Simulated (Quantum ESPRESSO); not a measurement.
# SiC (Moissanite 3C): a mode Grüneisen parameter, worked out

Wanted: a fit of frequency against volume for SiC (Moissanite 3C), tested on a run that is left out of it.

Program: Quantum ESPRESSO 7.5. Level of theory: DFT LDA, scalar-relativistic, plane waves, JTH PAW pseudopotentials. Results are calculated unless marked as measured.

## (1) The relaxed structure

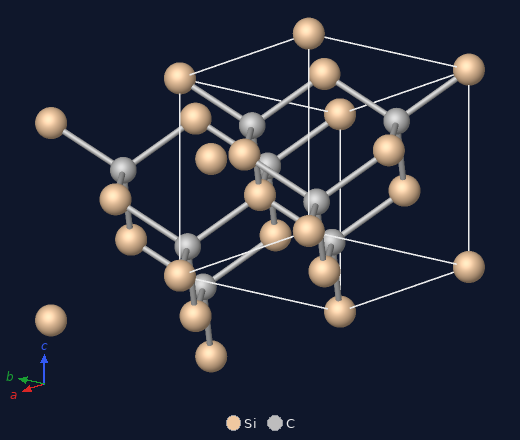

The cell as given, from a free direction (silicon light orange, carbon light grey). 2×1×1 cells are drawn. This picture shows the conventional cell, with its axes. Bonds to atoms that aren't drawn are left out. Some periodic images of atoms are drawn too.

Coordinates:

```xyz
2
Lattice="-2.1635 0.0000 2.1635 0.0000 2.1635 2.1635 -2.1635 2.1635 0.0000" Properties=species:S:1:pos:R:3 pbc="T T T"
Si    0.0000    0.0000    0.0000
C    -1.0817    1.0817    1.0817
```

This is the cell after its relaxation at this level of theory, not the database cell from which that began.

## (2) Runs at several volumes

The relaxed cell is scaled uniformly; in this structure symmetry fixes all atoms, so nothing has to be relaxed anew. Each volume gets a ground state and a response at Γ. The mode followed is the highest one without the macroscopic field, of symmetry T2; longitudinal polar modes lie higher. Cutoff 60 Ry, k mesh 12×12×12.

From the response at V/V₀ = 0.94:

The log of the run:

```text
[banners, grids, parts of the stress and lines that vanish by symmetry left out]
Program PHONON v.7.5
     Reading xml data from directory:

[...]
Exchange-correlation= PW
                           (   1   4   0   0   0   0   0)
[...]
kinetic-energy cut-off    =      60.0000  Ry
     charge density cut-off    =     480.0000  Ry
     convergence threshold     =      1.0E-18
[...]
Exchange-correlation= PW
                           (   1   4   0   0   0   0   0)
[...]
q = (   0.0000000   0.0000000   0.0000000 )
     25 Sym.Ops. (with q -> -q+G )
     G cutoff =  390.0349  (  22995 G-vectors)     FFT grid: ( 40, 40, 40)
     G cutoff =  195.0175  (   7991 G-vectors)  smooth grid: ( 27, 27, 27)
     number of k points=    72
[...]
Mode symmetry, T_d (-43m)  point group:
[...]
Dielectric constant
[...]
End of electric fields calculation
          Dielectric constant in cartesian axis
          (       6.797774917       0.000000000       0.000000000 )
          (      -0.000000000       6.797774917      -0.000000000 )
          (       0.000000000       0.000000000       6.797774917 )
          Effective charges (d Force / dE) in cartesian axis without acoustic sum rule applied (asr)
           atom    1  Si    Mean Z*:        2.75269
      Ex  (        2.75269       -0.00000        0.00000 )
      Ey  (       -0.00000        2.75269       -0.00000 )
      Ez  (        0.00000        0.00000        2.75269 )
           atom    2  C     Mean Z*:       -2.75397
      Ex  (       -2.75397       -0.00000       -0.00000 )
      Ey  (       -0.00000       -2.75397       -0.00000 )
      Ez  (       -0.00000       -0.00000       -2.75397 )
          Effective charges Sum: Mean:       -0.00127
[...]
Effective charges (d Force / dE) in cartesian axis with asr applied:
           atom    1  Si    Mean Z*:        2.75333
[...]
atom    2  C     Mean Z*:       -2.75333
[...]
Representation #   1 modes #   1   2   3
[...]
End of self-consistent calculation
     Convergence has been achieved
     Representation #   2 modes #   4   5   6
[...]
End of self-consistent calculation
     Convergence has been achieved
[...]
Dielectric constant in cartesian axis
          (       6.797774917       0.000000000       0.000000000 )
          (      -0.000000000       6.797774917      -0.000000000 )
          (       0.000000000       0.000000000       6.797774917 )
          Effective charges (d Force / dE) in cartesian axis without acoustic sum rule applied (asr)
           atom    1  Si    Mean Z*:        2.75269
      Ex  (        2.75269       -0.00000        0.00000 )
      Ey  (       -0.00000        2.75269       -0.00000 )
      Ez  (        0.00000        0.00000        2.75269 )
           atom    2  C     Mean Z*:       -2.75397
      Ex  (       -2.75397       -0.00000       -0.00000 )
      Ey  (       -0.00000       -2.75397       -0.00000 )
      Ez  (       -0.00000       -0.00000       -2.75397 )
          Effective charges Sum: Mean:       -0.00127
[...]
Effective charges (d Force / dE) in cartesian axis with asr applied:
           atom    1  Si    Mean Z*:        2.75333
[...]
atom    2  C     Mean Z*:       -2.75333
[...]
q = (    0.000000000   0.000000000   0.000000000 )
[...]
freq (    1) =       0.039719 [THz] =       1.324870 [cm-1]
     freq (    2) =       0.039719 [THz] =       1.324870 [cm-1]
     freq (    3) =       0.039719 [THz] =       1.324870 [cm-1]
     freq (    4) =      25.683892 [THz] =     856.722410 [cm-1]
     freq (    5) =      25.683892 [THz] =     856.722410 [cm-1]
     freq (    6) =      25.683892 [THz] =     856.722410 [cm-1]
[...]
Mode symmetry, T_d (-43m)  point group:
     freq (   1-   3) =          1.3  [cm-1]   --> T_2  G_15 P_4   I+R
     freq (   4-   6) =        856.7  [cm-1]   --> T_2  G_15 P_4   I+R

   JOB DONE.
```

One volume, V/V₀ = 1, is held back as a test.

| V/V₀ | volume (Å³/atom) | pressure (GPa) | ω (cm⁻¹) |
| --- | --- | --- | --- |
| 0.94 | 9.519 | 15.94 | 856.72 |
| 0.97 | 9.823 | 7.37 | 826.85 |
| 1 | 10.127 | -0.05 | held back |
| 1.03 | 10.430 | -6.45 | 772.41 |
| 1.06 | 10.734 | -11.98 | 747.56 |

## (3) The fit

The mode Grüneisen parameter is γ = −d ln ω / d ln V.

| ln(V/V₀) | ln ω |
| --- | --- |
| -0.0619 | 6.7531 |
| -0.0305 | 6.7176 |
| 0.0296 | 6.6495 |
| 0.0583 | 6.6168 |

A straight line through these points has the slope -1.134, so γ = 1.13; at V/V₀ = 1 it predicts ω = exp(6.6830 + 0.0000) = 798.70 cm⁻¹.

A parabola of pressure against ln V through V/V₀ = 0.97, 1 and 1.03 gives the bulk modulus B = −dP/d ln V = 230 GPa at V₀. With ω₀ from the fitted line the pressure coefficient follows as dω/dP = γ ω₀ / B = 1.13 × 798.7 / 230 = 3.94 cm⁻¹/GPa.

## (4) The run that was held back

The log of the run:

```text
[banners, grids, parts of the stress and lines that vanish by symmetry left out]
[banner, memory and clock lines left out]
Program PHONON v.7.5

[...]
Exchange-correlation= PW
                           (   1   4   0   0   0   0   0)
[...]
kinetic-energy cut-off    =      60.0000  Ry
     charge density cut-off    =     480.0000  Ry
     convergence threshold     =      1.0E-18
[...]
Exchange-correlation= PW
                           (   1   4   0   0   0   0   0)
[...]
q = (   0.0000000   0.0000000   0.0000000 )
     25 Sym.Ops. (with q -> -q+G )
     G cutoff =  406.4604  (  24309 G-vectors)     FFT grid: ( 45, 45, 45)
     G cutoff =  203.2302  (   8609 G-vectors)  smooth grid: ( 30, 30, 30)
     number of k points=    72
[...]
Mode symmetry, T_d (-43m)  point group:
[...]
Dielectric constant
[...]
End of electric fields calculation
          Dielectric constant in cartesian axis
          (       6.934798410      -0.000000000      -0.000000000 )
          (       0.000000000       6.934798410       0.000000000 )
          (      -0.000000000       0.000000000       6.934798410 )
          Effective charges (d Force / dE) in cartesian axis without acoustic sum rule applied (asr)
           atom    1  Si    Mean Z*:        2.71014
      Ex  (        2.71014       -0.00000        0.00000 )
      Ey  (        0.00000        2.71014       -0.00000 )
      Ez  (        0.00000       -0.00000        2.71014 )
           atom    2  C     Mean Z*:       -2.71128
      Ex  (       -2.71128        0.00000       -0.00000 )
[...]
Representation #   1 modes #   1   2   3
[...]
End of self-consistent calculation
     Convergence has been achieved
     Representation #   2 modes #   4   5   6
[...]
End of self-consistent calculation
     Convergence has been achieved
[...]
Dielectric constant in cartesian axis
          (       6.934798410      -0.000000000      -0.000000000 )
          (       0.000000000       6.934798410       0.000000000 )
          (      -0.000000000       0.000000000       6.934798410 )
          Effective charges (d Force / dE) in cartesian axis without acoustic sum rule applied (asr)
           atom    1  Si    Mean Z*:        2.71014
      Ex  (        2.71014       -0.00000        0.00000 )
      Ey  (        0.00000        2.71014       -0.00000 )
      Ez  (        0.00000       -0.00000        2.71014 )
           atom    2  C     Mean Z*:       -2.71128
      Ex  (       -2.71128        0.00000       -0.00000 )
      Ey  (        0.00000       -2.71128       -0.00000 )
      Ez  (        0.00000        0.00000       -2.71128 )
          Effective charges Sum: Mean:       -0.00114
[...]
Effective charges (d Force / dE) in cartesian axis with asr applied:
           atom    1  Si    Mean Z*:        2.71071
[...]
atom    2  C     Mean Z*:       -2.71071
[...]
q = (    0.000000000   0.000000000   0.000000000 )
[...]
freq (    1) =       0.006230 [THz] =       0.207806 [cm-1]
     freq (    2) =       0.006230 [THz] =       0.207806 [cm-1]
     freq (    3) =       0.006230 [THz] =       0.207806 [cm-1]
     freq (    4) =      23.946940 [THz] =     798.783949 [cm-1]
     freq (    5) =      23.946940 [THz] =     798.783949 [cm-1]
     freq (    6) =      23.946940 [THz] =     798.783949 [cm-1]
[...]
Mode symmetry, T_d (-43m)  point group:
     freq (   1-   3) =          0.2  [cm-1]   --> T_2  G_15 P_4   I+R
     freq (   4-   6) =        798.8  [cm-1]   --> T_2  G_15 P_4   I+R
```

It gives 798.78 cm⁻¹ against the predicted 798.70 cm⁻¹, a miss of 0.08 cm⁻¹.

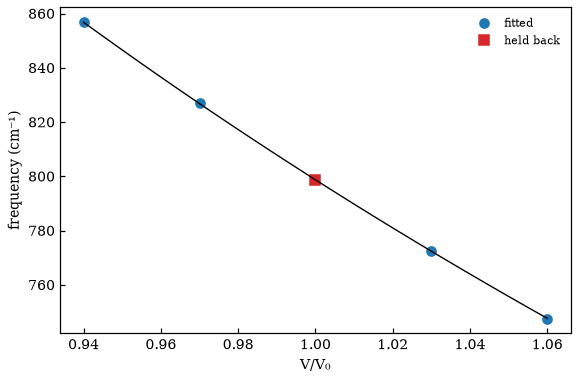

Frequency against volume, with the power-law fit.

## (5) What came out

```json
{
  "mode Grüneisen parameter": "1.134",
  "bulk modulus": "230 GPa",
  "pressure coefficient": "3.94 cm⁻¹/GPa"
}
```

The highest optical mode of SiC (Moissanite 3C) without the LO-TO term stiffens by 3.94 cm⁻¹ a GPa near the relaxed volume, with γ = 1.13. The power law meets all 5 runs within 0.01 %. Such a coefficient turns a measured shift of this mode into a hydrostatic stress; uniaxial or biaxial stress splits the mode and needs deformation potentials. These are harmonic values at zero temperature for the structure held cubic, which a run at Γ can't show to be stable; the bulk modulus rests on three points.

[Host names and launcher messages were left out of these logs when they were recorded.]

[Logs are printed without paths, hosts, clocks, repeated set-up lines and the standing remarks that a program may print on its own settings, such as how far it seeks lower states.]

[Hosts, paths, dates, database ids (printed as entryN), source tags and the programs' standing remarks are cut or masked in the printed files.]
